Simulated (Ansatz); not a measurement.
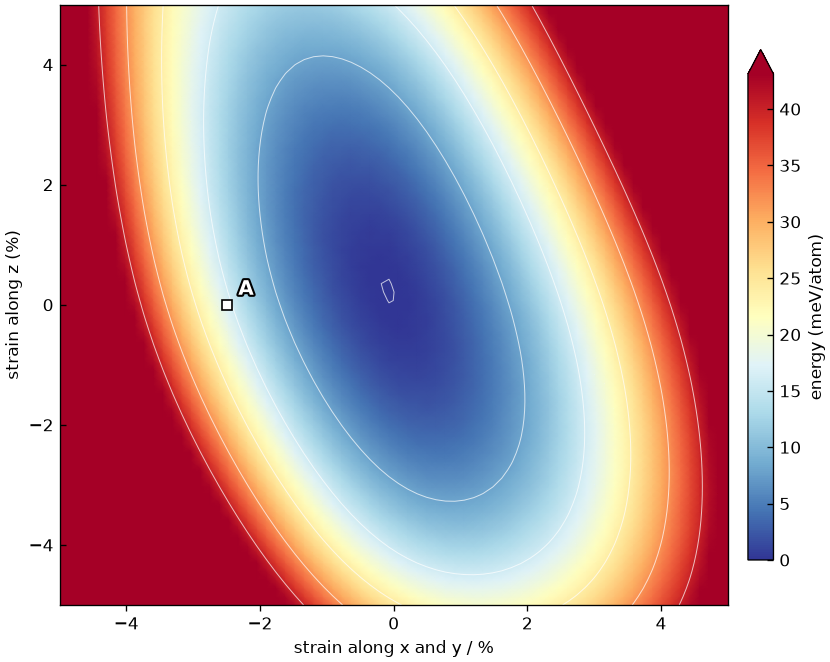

Si (I4_1/amd, No. 141; 2 atoms in the cell). The cell is strained homogeneously, by one strain along x and y and another along z, with fractional coordinates fixed (x along [1 0 0], z along [0 0 1] of the conventional cell). Coordinates scanned: (1) strain along x and y; (2) strain along z. The scan uses a 5 × 5 grid. Points are written as (first, second). Energies: meV/atom, counted from the lowest grid point. Method: DFT LDA, scalar-relativistic, plane waves, PAW (Ansatz). Settings: cutoff 420 eV, k-mesh 26×26×26, gaussian smearing 0.15 eV, no spin polarisation.

The picture shows a smooth colour map with a few white contour lines, one colour for all values above the top of the scale, the point A. Between grid points the surface is interpolated.

Question: Which way does the force act at A, and how strong is it?

Answer: A, at (−2.5 %, 0.0 %), is not a stationary point. The computed force is 15 meV/atom for each 1 % towards larger values of strain along x and y and 3.9 meV/atom for each 1 % towards larger values of strain along z.
